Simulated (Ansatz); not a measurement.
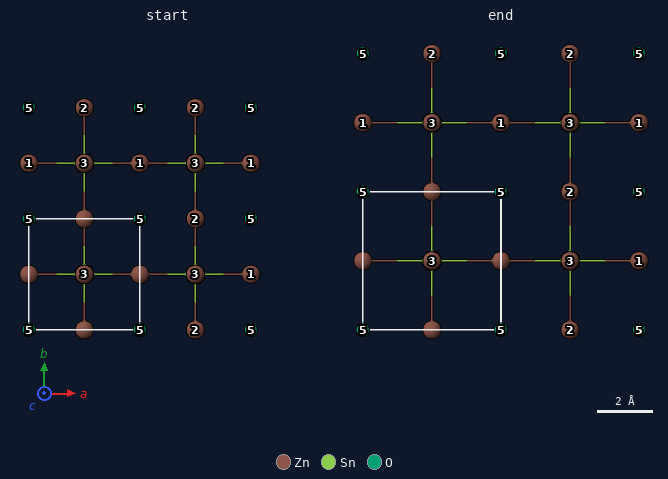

The structure of crystalline Zn3SnO (a generated structure, set up in Pm-3m) (coarse preliminary run) before (left) and after (right) a relaxation, at one scale.

A ball-and-stick model of the cell of the calculation, repeated 2 × 2 × 1 with one cell outlined, seen along the c axis.

Theory: DFT PBE, scalar-relativistic, plane waves, PAW (Ansatz).

Input
```yaml
crystal:
  lattice:
    - [4.08997451, 0.0, 0.0]
    - [0.0, 4.08997451, 0.0]
    - [0.0, 0.0, 4.08997451]
  atoms:
    - { symbol: Zn, position: [0.0, 0.5, 0.5] }
    - { symbol: Zn, position: [0.5, 0.0, 0.5] }
    - { symbol: Zn, position: [0.5, 0.5, 0.0] }
    - { symbol: Sn, position: [0.5, 0.5, 0.5] }
    - { symbol: O, position: [0.0, 0.0, 0.0] }
basis:
  ecutwfc: 420
kpoints:
  mp_grid: { grid: [4, 4, 4] }
hamiltonian:
  xc: pbe
scf:
  occupations: { method: gaussian, width: 0.1 }
  lower_state_search: "off"
output:
  forces: true
  stress: true
  eigenvalues: true
relax:
  adjacent_minimum: "off"
  f_tol: 0.04
  max_steps: 70
  cell: { stress_tol: 0.4 }
```

Run as
```bash
ansatz run input.yaml --threads 1 --pin off --max-ram 2560MiB --backend cpu --events-out ev --progress --plain --runs-dir out
```

**Describe what moved and what it gained.**

No atom moves by more than 0.005 Å relative to the cell. The drawn cell changes as follows: a = b = c 4.090 → 5.087 Å (+24.4 %); the volume changes by +92.4 %. Some distances before and after: Zn1–Sn4 2.045 → 2.544 Å. The space group stays Pm-3m (No. 221). The energy falls by 9.410 eV per cell of the calculation in 7 accepted moves (9 points after the start). All forces vanish by symmetry, so only the cell relaxes. The pressure goes from 91.47 to 0.10 GPa. The SCF was repeated twice at an unchanged geometry on a basis and grid sized afresh for the cell, which shifted the energy by 0.660 eV per cell of the calculation at most. Cost: 52 s on 1 thread of AMD EPYC (Zen 3), with other jobs on the host, peak memory 0.44 GiB.

Limits of the set-up: the k-point mesh is coarse for a cell with partly filled bands.
